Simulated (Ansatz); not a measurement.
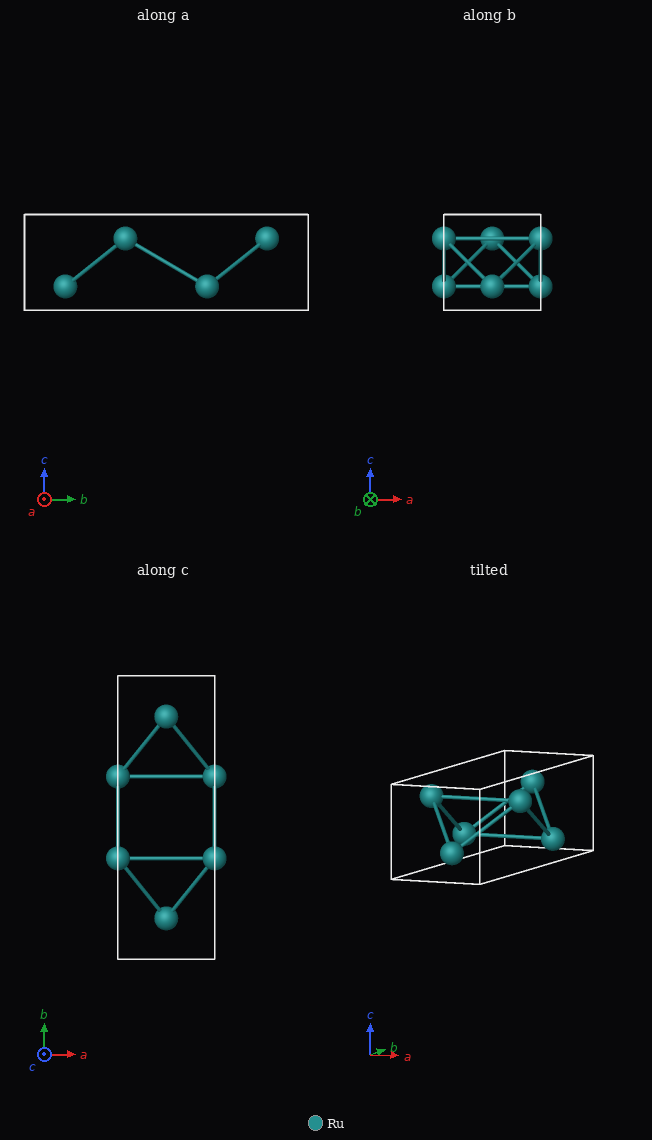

A ball-and-stick rendering, viewed along the a axis, along the b axis, along the c axis and slightly off an axis. The box is the conventional unit cell; atoms on or close to its faces, edges and corners are drawn wherever they repeat.

Lattice parameters: a = 2.691 Å, b = 7.899 Å, c = 2.669 Å, α = 90.00°, β = 90.00°, γ = 90.00°. Put a along x and b in the xy plane.

> Set out the cell and atoms as a POSCAR file, with free fractional coordinates to two decimals.

```
Ru
1.0
     2.691    0.000    0.000
     0.000    7.899    0.000
     0.000    0.000    2.669
Ru
4
Direct
  0.50 0.86 0.75
  0.00 0.64 0.25
  0.00 0.36 0.75
  0.50 0.14 0.25
```

It goes back to a structure type filled with this element by a generator (whether the element takes this form wasn't checked). Earlier steps of the study may have refined or changed the cell and positions. A calculation with Ansatz used it as input.

At this level of theory the cell isn't at rest (compressed, at 12 GPa), so its distances can differ from those at equilibrium, the more so the softer the solid.
